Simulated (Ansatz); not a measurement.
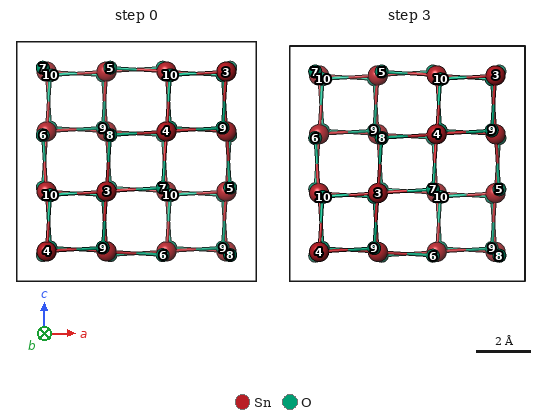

The structure of solid SnO₂ (set up in Fd-3m) (coarse preliminary run) before (left) and after (right) a relaxation, at one scale.

Style: ball-and-stick. Shown: the conventional cell (4 times the calculation's cell), along the b axis. Lengths and directions refer to the drawn axes.

Method: DFT LDA, scalar-relativistic, plane waves, PAW (Ansatz). (plane-wave cutoff 420 eV; k-point mesh 4 × 4 × 4; occupations gaussian; smearing width 0.1 eV; no spin polarisation; cell and atoms relaxed; force threshold 0.05 eV/Å; at most 80 steps)

What changed between the two?

Answer. The energy falls by 25.0 meV per atom in 2 accepted moves (3 points after the start). The largest force component goes from 0.39 to 0.03 eV/Å. The pressure goes from −8.31 to −0.36 GPa. At 1 point the geometry stayed and the basis and grid were re-selected for the new cell (energy shift of 4.0 meV per atom at most each time). The largest moves relative to the cell, 0.006 Å, are those of O atoms. Sn stays in place. The volume changes by −5.4 %, with a = b = c 9.047 → 8.881 Å (−1.8 %). Some distances before and after: O–Sn 2.129 → 2.086 Å. The space group stays Fd-3m (No. 227).
